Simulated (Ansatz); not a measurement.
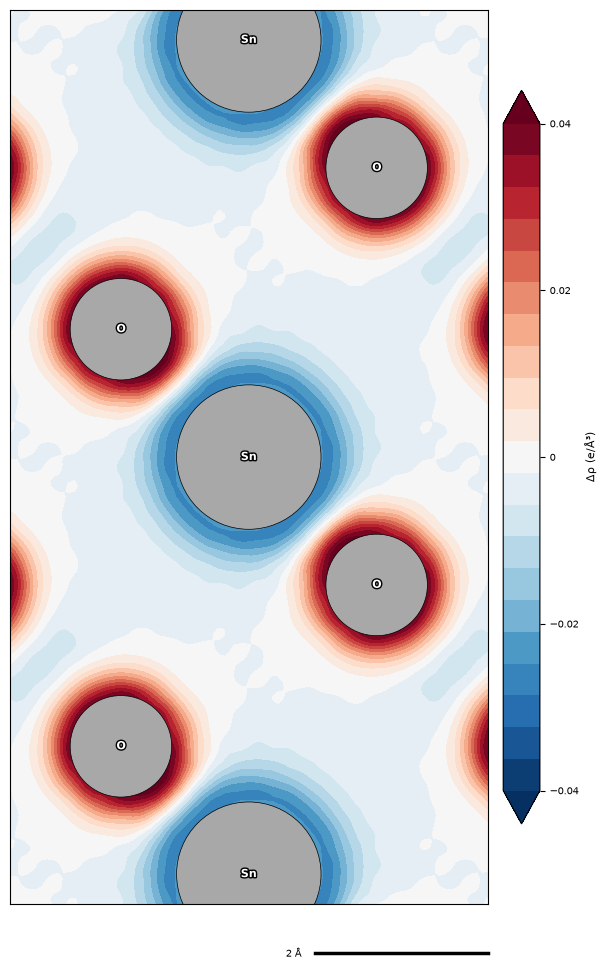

SnO2. Difference of the valence pseudo-densities of two functionals at the same geometry, on the (001) plane of the calculation cell: r2SCAN less LDA.

Both computed with Ansatz (plane waves, PAW), on the same k-point mesh. Grey discs cover the atomic cores.

```
Sn O
1.0
     4.82742    0.00000    0.00000
     0.00000    4.82742    0.00000
     0.00000    0.00000    3.23807
Sn O
2 4
Direct
  0.00000 0.00000 0.00000
  0.50000 0.50000 0.50000
  0.30654 0.30654 0.00000
  0.19346 0.80654 0.50000
  0.69346 0.69346 0.00000
  0.80654 0.19346 0.50000
```

> What does the difference map show?

Against LDA, r2SCAN gives less density around Sn (−0.022 e/Å³ on average at 1.0 Å from the nucleus), more density around O (+0.025 e/Å³ on average at 0.7 Å from the nucleus), less density in the space between the atoms (−0.002 e/Å³ on average) and a change of −0.016 e/Å³ at the midpoint of Sn–O.
